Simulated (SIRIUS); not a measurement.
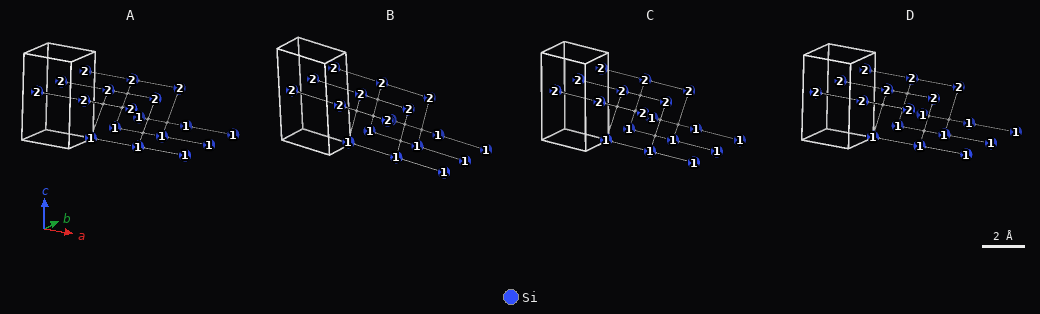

4 geometries from one relaxation of a crystal of Si (set up in P-1) (coarse preliminary run), in shuffled order. The picture is a ball-and-stick view of the cell of the calculation, repeated 3 × 3 × 1 with one cell outlined, seen slightly off an axis.

The run lets cell and atoms move.

All numbers below come from Kohn-Sham DFT of a periodic cell, PBE, dojo-sr-PBE-0.4.1-standard (SIRIUS). Set-up: plane-wave cutoff 489.8 eV; k-point mesh 5 × 5 × 3; occupations fermi-dirac; smearing width 0.05 eV; target pressure 0 GPa; optimiser BFGS; no spin polarisation.

Q: Order the frames from highest to lowest energy.

A: B, C, A, D. They are steps 0, 2, 4, 19, at +0.564 eV per cell of the calculation, +0.277 eV per cell of the calculation, +39.1 meV per cell of the calculation relative to the last. After 19 geometry steps the energy has fallen by 0.564 eV per cell of the calculation. Largest force component: 0.48 eV/Å at the start, 0.0091 eV/Å at the end. The pressure goes from −4.52 to −0.02 GPa. The largest moves relative to the cell, 0.092 Å, are those of Si1 and Si2. Si1 goes roughly along [3 0 −1]. The volume changes by −5.9 %, with a 2.610 → 2.453 Å (−6.0 %), b 2.865 → 2.974 Å (+3.8 %), c 4.641 → 4.378 Å (−5.7 %), α 97.9° → 98.7°, β 100.2° → 90.0°, γ 95.8° → 90.0°. Among the contacts that change: Si1–Si2 2.664 → 2.447 Å, Si1–Si1 2.610 → 2.453 Å. Bond angles that change, for instance: Si1–Si1–Si2 106.1° → 89.8°, Si1–Si1–Si2 73.9° → 90.2°, Si1–Si1–Si2 81.3° → 89.9°. The space group stays P-1 (No. 2). Cost: 100 s on 1 thread of Arm Neoverse V2 (shared host), peak memory 0.18 GiB.
